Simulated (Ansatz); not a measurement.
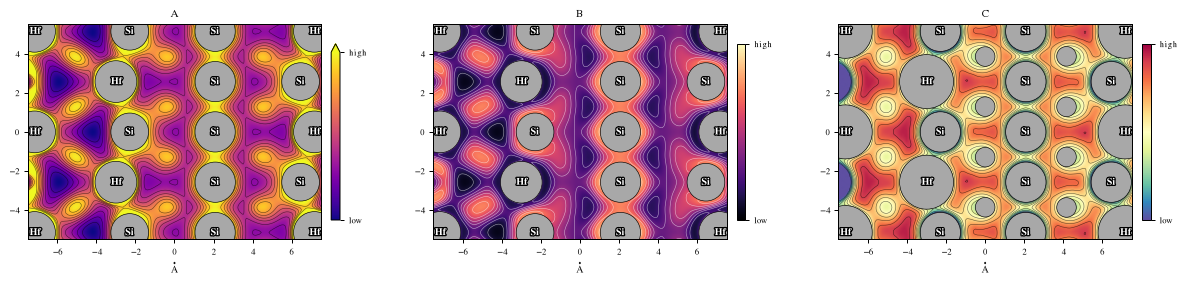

HfSi2: 3 fields on the (101) plane of the conventional cell, with unlabelled colour scales. Grey discs cover the atomic cores.

Space group Cmcm.

These are results of DFT PBEsol, scalar-relativistic, plane waves, PAW (Ansatz), not measurements.

```
Hf Si
1.0
     3.65212    0.00000    0.00000
     0.00000   14.33496    0.00000
     0.00000    0.00000    3.63605
Hf Si
4 8
Direct
  0.00000 0.10464 0.25000
  0.50000 0.60464 0.25000
  0.00000 0.89536 0.75000
  0.50000 0.39536 0.75000
  0.00000 0.44467 0.25000
  0.50000 0.94467 0.25000
  0.00000 0.55533 0.75000
  0.50000 0.05533 0.75000
  0.00000 0.74979 0.25000
  0.50000 0.24979 0.25000
  0.00000 0.25021 0.75000
  0.50000 0.75021 0.75000
```

Which field does each panel show? The fields are: electron localisation function, electrostatic potential energy of an electron and valence pseudo-density.

Answer. Panel A: valence pseudo-density. Panel B: electron localisation function. Panel C: electrostatic potential energy of an electron (low next to the atoms, rising into the space between them). From the grid: Hf–Si (2.67 Å): ρ at the midpoint is about 0.34 e/Å³; the ELF peaks at about 0.75 in the valence shell of Si, 0.9 Å from its nucleus, and is about 0.35 at the midpoint.
